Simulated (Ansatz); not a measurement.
## Single-point calculation, with input and output: HfN

- system: HfN (2 atoms in the cell)
- method: DFT, PBE, plane waves, PAW, no spin polarisation (Ansatz 0.2.0)

The structure derives from an entry of the Crystallography Open Database. Figures and captions count atoms from 1; the log counts them from 0 in places.

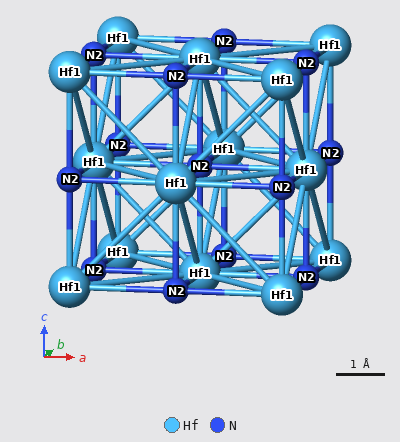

**Figure 1.** The input geometry (ball-and-stick view of the cell 4 times as large as that of the calculation, set on its symmetry axes, seen slightly off an axis; atoms are numbered from 1 in the order of the input). An atom can appear more than once, as a periodic image. Near neighbours in the periodic cell (some may lie outside the picture): Hf has 12 Hf at 3.22 Å and 6 N at 2.27 Å; N has 6 Hf at 2.27 Å.

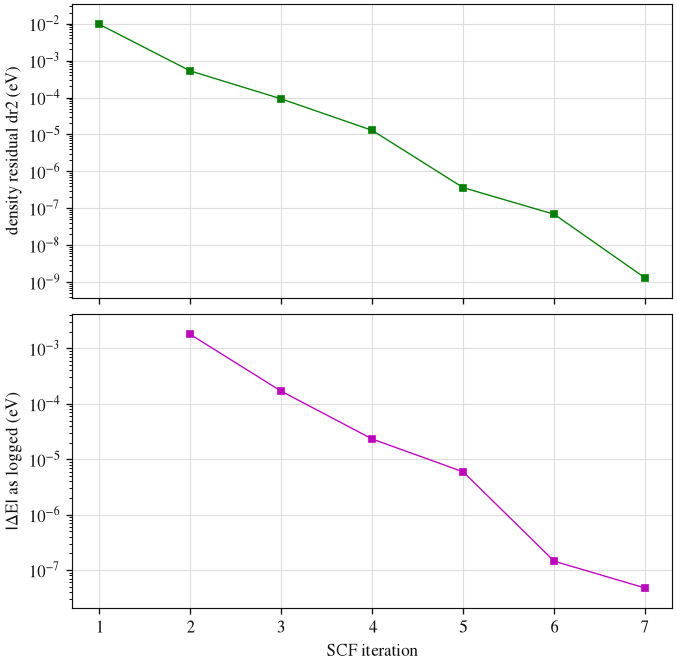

**Figure 2.** Convergence of the self-consistent field: density residual dr2 and size of the energy change against the SCF iteration. The residual falls at every step.

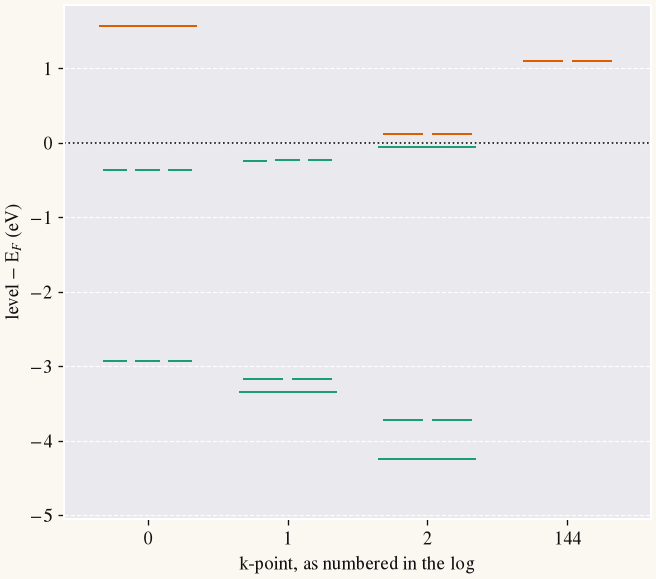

**Figure 3.** Kohn–Sham levels near the Fermi level (dotted) at the few k-points that the log prints; levels within 0.02 eV of each other stand side by side. The system is metallic on the full mesh.

The input and output of the run follow.

### Input
```yaml
crystal:
  lattice:
    - [0.0, 2.2738954488, 2.2738954488]
    - [2.2738954488, 0.0, 2.2738954488]
    - [2.2738954488, 2.2738954488, 0.0]
  atoms:
    - { symbol: Hf, position: [0.0, 0.0, 0.0] }
    - { symbol: "N", position: [0.5, 0.5, 0.5] }
basis:
  ecutwfc: 420
kpoints:
  mp_grid: { grid: [16, 16, 16] }
hamiltonian:
  xc: pbe
scf:
  occupations: { method: gaussian, width: 0.1 }
  eigensolver: { kind: davidson }
output:
  forces: true
  eigenvalues: true
  stress: true
```

Command:
```bash
ansatz run input.yaml --threads 1 --pin off --max-ram 2560MiB --backend cpu --events-out ev --progress --plain --runs-dir out
```

### The program's output
```
Engine: ansatz 0.2.0, aarch64-unknown-linux-gnu
Pseudopotentials: kind: paw
Pseudopotential: Hf, paw, valence charge 26, recommended cutoff 420 eV (normal), Hf.paw.azcp
Pseudopotential: N, paw, valence charge 5, recommended cutoff 420 eV (normal), N.paw.azcp
Functional definition: PBE
  parameter kappa = 0.804
  parameter beta = 0.06672455060314922
  exchange = pbe_x(kappa = kappa, mu = beta*pi^2/3)
  correlation = pbe_c(beta = beta)
Crystal: 2 atoms, lattice volume = 23.515 Å³
Basis set: ecut = 420 eV, 459 PW (Γ), exchange–correlation on 48×48×48 points (8 copies of the dense FFT grid, shifted against one another)
Bands: 20, of which v1, the nominal top of the filled ones, is band 16 counted from 1 (15 counted from 0)
Symmetry: 48 space group operations
Space group: Fm-3m (ITA 225), of the structure as read, at distance tolerance 2.9e-5 Å
k-points: 145 of 4096
Non-local potential: Hf, projectors of the file, l = 0: 3, l = 1: 2, l = 2: 2, l = 3: 3
Non-local potential: N, projectors of the file, l = 0: 2, l = 1: 2, l = 2: 1
PAW form: soft (Blöchl's): semilocal exchange-correlation on the pseudo side does not see the compensation charge
PAW one-centre angular grid: Hf, 590 points (default); XC on 64 Gauss nodes
PAW one-centre angular grid: N, 110 points (default); XC on 64 Gauss nodes
Initial density: superposition of atomic densities (neutral atoms: chi_scale 0, normalization atom), corrected by the library's trained network
Initial wavefunctions: pseudopotential atomic-orbital guess
Functional: x = pbe(κ = 0.804, μ = 0.2195149727645171), c = pbe(β = 0.06672455060314922)
SCF iter   1: F=—  HF=-16108.692779 eV  |F-HF|=—  |Δ(HF+E_count)|=         —  Δρ=5.72e-3  dr2=9.60e-3  ethr=1.77e-3  ⟨swp⟩=5.3  Hψ=10821  notcnv=0
preconditioner: auto → Kerker (q_TF=auto, 2.857 Å⁻¹)  [metal: Δε(μ)=0.010 eV  Ē_g=18.934 eV  σ=0.100 eV  W_gap=0.06  n_scr=14 (ndim 8)  ℏωp=41.2 eV  f_vac=0.000  D(μ)=0.60/eV (n_scr^D=0)]
iter 2 solved again at ethr=1.72e-6 eV; its pass at ethr=3.10e-5 eV (dr2=5.33e-4 eV) is discarded
SCF iter   2: F=—  HF=-16108.690984 eV  |F-HF|=—  |Δ(HF+E_count)|=   1.79e-3  Δρ=1.42e-3  dr2=5.25e-4  ethr=1.72e-6  ⟨swp⟩=3.7  Hψ=11810  notcnv=0
SCF iter   3: F=—  HF=-16108.690815 eV  |F-HF|=—  |Δ(HF+E_count)|=   1.69e-4  Δρ=7.60e-4  dr2=9.20e-5  ethr=1.69e-6  ⟨swp⟩=3.1  Hψ=5898  notcnv=0
SCF iter   4: F=—  HF=-16108.690792 eV  |F-HF|=—  |Δ(HF+E_count)|=   2.32e-5  Δρ=3.47e-4  dr2=1.29e-5  ethr=2.97e-7  ⟨swp⟩=3.1  Hψ=7056  notcnv=0
SCF iter   5: F=—  HF=-16108.690786 eV  |F-HF|=—  |Δ(HF+E_count)|=   5.93e-6  Δρ=6.06e-5  dr2=3.63e-7  ethr=4.15e-8  ⟨swp⟩=3.1  Hψ=6487  notcnv=0
SCF iter   6: F=—  HF=-16108.690786 eV  |F-HF|=—  |Δ(HF+E_count)|=   1.45e-7  Δρ=1.81e-5  dr2=6.91e-8  ethr=1.17e-9  ⟨swp⟩=4.0  Hψ=8038  notcnv=0
SCF iter   7: F=-16108.690786 eV  HF=-16108.690786 eV  |F-HF|=1.28e-8  |Δ(HF+E_count)|=   4.75e-8  Δρ=3.20e-6  dr2=1.30e-9  ethr=2.23e-10  ⟨swp⟩=3.2  Hψ=7302  notcnv=0
the search or the solves at the SCF's close seem to have found levels that the self-consistency loop had missed (the run counts 1). By its estimate they hold under 1e-12 electrons; where the run keeps them, the occupations were computed again with them
SCF 1 converged in 7 iterations: F = -16108.690786 eV  dr2 = 1.30e-9
  Residual-converged pass: ⟨swp⟩=2.3  Hψ=5221  notcnv=0  max |occ|·‖R‖ = 6.6e-6 eV (tolerance 6.7e-6 eV)  dr2=1.28e-9  dr2_onsite=2.04e-8  max |Δocc| = 6.0e-9
  greatest PAW one-centre occupation: 0.998 electrons in one spin orbital (limit 2), on the Hf atom at site 0 (counted from 0), in its partial waves of l = 0
SCF converged after 7 iterations
Free energy (F): -16108.690786 eV
Harris-Foulkes:  -16108.690786 eV  (|F-HF|=1.28e-8)
Internal energy: -16108.687741 eV  (E = F + TS)
E sigma→0 (E₀):  -16108.689263 eV
Entropy (-TS):   -0.003045 eV (-1.522 meV/atom)
Fermi energy:    23.424519 eV
--- Per-component energies (eV) ---
  E_band       = 166.625556
  E_kinetic    = 555.752039
  E_local      = -4775.397503  (includes V_loc(G=0)·N_el)
  E_nonlocal   = -1198.629559
  E_hartree    = 2262.146635
  E_xc         = -361.358348
  E_vxc        = -344.470170  (∫ρ·V_xc dr)
  E_paw        = -7054.430294  (= ΣΔE_a)
  E_vpaw       = 1405.079819  (= ΣTr[D̂ρ^β])
  E_aug_tail   = 0.000097  (compensation charges beyond the density's cutoff)
  E_ewald      = -5536.770808
  E_smearing   = -0.003045  (= −TS)
  E_closure    = -0.000000  (closes the sum)
  Σ components = -16108.690786   (vs F -16108.690786, Δ=0.00e0)
--- Forces (eV/Å), atoms counted from 1 ---
  atom   1  Hf    -0.00000000     0.00000000     0.00000000
  atom   2  N      0.00000000    -0.00000000     0.00000000
  max |Σ_I F_I| component: 1.56e-29 eV/Å
--- Stress (GPa, compression-positive) ---
        0.003414       0.000000       0.000000
        0.000000       0.003414       0.000000
        0.000000      -0.000000       0.003414
  P = ⅓ Tr σ = 0.0034 GPa (0.034 kbar)
--- Band table (eV; the first three rows and the last of 145) ---
  k-point 0: bands = ["-39.3856", "-7.7982", "-7.7982", "-7.7982", "6.0060", "10.6720", "10.6720", "10.6720", "10.7012", "10.7946", "10.7946", "10.7946", "20.4892", "20.4892", "20.4892", "23.0624", "23.0624", "23.0624", "24.9916", "25.3252"]
  k-point 1: bands = ["-39.3835", "-7.8354", "-7.8013", "-7.8013", "6.0906", "10.6730", "10.6751", "10.6751", "10.7030", "10.7920", "10.7920", "10.7947", "20.0797", "20.2534", "20.2534", "23.1774", "23.1962", "23.1962", "25.2877", "25.6232"]
  k-point 2: bands = ["-39.3775", "-7.9398", "-7.8102", "-7.8102", "6.3333", "10.6769", "10.6840", "10.6840", "10.7085", "10.7846", "10.7846", "10.7951", "19.1721", "19.7072", "19.7072", "23.3713", "23.5463", "23.5463", "26.0348", "26.3969"]
  k-point 144: bands = ["-39.3116", "-8.3162", "-8.3162", "-8.1202", "7.6159", "10.7196", "10.7296", "10.7296", "10.7511", "10.7511", "10.7738", "10.8146", "17.3536", "17.9539", "17.9539", "24.5196", "24.5196", "28.7432", "28.7914", "29.3969"]
```

### Key numbers

```json
{"quantity": "outcome", "value": "converged"}
{"quantity": "space group (tolerance 0.01 Å)", "value": "Fm-3m (225)"}
{"quantity": "electrons treated", "value": "31"}
{"quantity": "free energy", "value": "−16108.6908 eV"}
{"quantity": "Fermi energy", "value": "23.425 eV"}
{"quantity": "gap on the k-point mesh", "value": "none (metallic)"}
{"quantity": "pressure", "value": "0.00 GPa"}
{"quantity": "largest force (length of the vector)", "value": "under 0.001 eV/Å"}
{"quantity": "hardware", "value": "1 thread of Arm Neoverse V2, 24 GiB of memory available, shared host"}
{"quantity": "wall time", "value": "4.5 s"}
{"quantity": "peak memory", "value": "0.32 GiB"}
```

Settings chosen away from the usual ones: scf.eigensolver.kind set to davidson. Spin–orbit coupling is left out, which matters for Hf. The cell holds an odd number of electrons but the run has no spin polarisation, so a band is left half filled.
